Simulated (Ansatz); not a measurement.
## Electronic structure of CdS (slab) in real space

Input file:

```
crystal:
  lattice:
    - [4.1973182999, 0.0, 0.0]
    - [0.0, 6.8307328223, 0.0]
    - [0.0, 0.0, 27.1166142515]
  atoms:
    - { symbol: Cd, position: [0.0, 0.9997443214, 0.2765832021] }
    - { symbol: S, position: [0.0, 0.6232556786, 0.2765832021] }
    - { symbol: Cd, position: [0.5, 0.4997443214, 0.3212665617] }
    - { symbol: S, position: [0.5, 0.1232556786, 0.3212665617] }
    - { symbol: Cd, position: [0.5, 0.9997443214, 0.4106332808] }
    - { symbol: S, position: [0.5, 0.6232556786, 0.4106332808] }
    - { symbol: Cd, position: [0.0, 0.4997443214, 0.4553166404] }
    - { symbol: S, position: [0.0, 0.1232556786, 0.4553166404] }
    - { symbol: Cd, position: [0.0, 0.9997443214, 0.5446833596] }
    - { symbol: S, position: [0.0, 0.6232556786, 0.5446833596] }
    - { symbol: Cd, position: [0.5, 0.4997443214, 0.5893667192] }
    - { symbol: S, position: [0.5, 0.1232556786, 0.5893667192] }
    - { symbol: Cd, position: [0.5, 0.9997443214, 0.6787334383] }
    - { symbol: S, position: [0.5, 0.6232556786, 0.6787334383] }
    - { symbol: Cd, position: [0.0, 0.4997443214, 0.7234167979] }
    - { symbol: S, position: [0.0, 0.1232556786, 0.7234167979] }
basis:
  ecutwfc: 420
kpoints:
  mp_grid: { grid: [6, 4, 1] }
hamiltonian:
  xc: pbe
scf:
  occupations: { method: gaussian, width: 0.05 }
output:
  forces: true
  eigenvalues: true
  write_density: true
  write_potential: true
  elf: true
  volumetric_format: npy
relax:
  adjacent_minimum: "off"
  f_tol: 0.02
  max_steps: 60
efield:
  axis: 3
  dipole_correction: true
  ramp_width: 0.04
```

Run with:

```sh
ansatz run input.yaml --threads 4 --pin off --max-ram 8192MiB --backend cpu --events-out ev --progress --plain --runs-dir out
```

The fields are those of the relaxed geometry.

Method: Ansatz 0.2.0, DFT PBE, scalar-relativistic, plane waves, PAW.

Core electrons are frozen (PAW), and the valence fields are smoothed inside the atomic spheres.

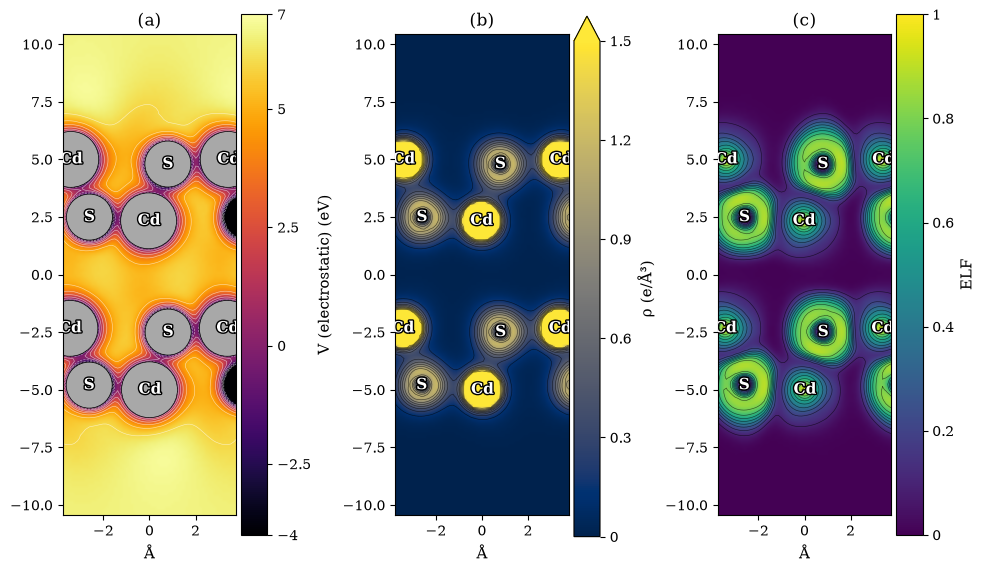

Figure 1. (a) electrostatic potential (local pseudopotential plus Hartree) felt by an electron; (b) valence electron density; (c) ELF on the (100) plane of the calculation cell, a cut from vacuum to vacuum. Grey discs cover the atomic cores in the potential map.

Interpret the plot.

Atoms in the plane: Cd and S. Cd–S (2.57 Å): ρ is about 0.39 e/Å³ halfway; the ELF peaks at about 0.90 in the valence shell of S, 0.8 Å from its nucleus, and is about 0.35 at the midpoint. Cd–S (2.62 Å): ρ is about 0.35 e/Å³ halfway; the ELF peaks at about 0.90 in the valence shell of S, 0.9 Å from its nucleus, and drops to about 0.15 between the two atoms. The density dies away to nearly zero in the vacuum. The features right at Cd lie inside the PAW spheres, where the map follows smoothed inner orbitals and isn't to be read closely. Outside the cores the potential energy rises away from the atoms and is highest in the vacuum; its zero is arbitrary.

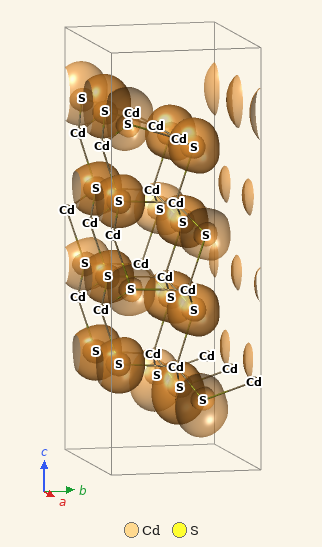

Figure 2. Isosurface of the ELF at 0.7 (orange), seen slightly off an axis. Only the valence region is drawn (cores and ρ < 0.01 e/Å³ removed). Sticks mark near contacts.

Identify the bonds, lone pairs and shells in this picture.

At this value the surface marks out eight regions wrapped around S (the valence shell of each), counted in one cell of 16 atoms. Counts are for one cell; the picture repeats the cell along the surface. Along the contacts the grid gives the following. Cd–S (2.43 Å): the ELF peaks at about 0.85 in the valence shell of S, 0.8 Å from its nucleus, and is about 0.35 at the midpoint. Cd–S (2.52 Å): the ELF peaks at about 0.90 in the valence shell of S, 0.8 Å from its nucleus, and is about 0.35 at the midpoint.

Does the calculation give a band gap?

It is gapped, with a Kohn–Sham gap of 1.4 eV on the k-point mesh (the band edges may lie off the mesh, which would make the gap smaller).
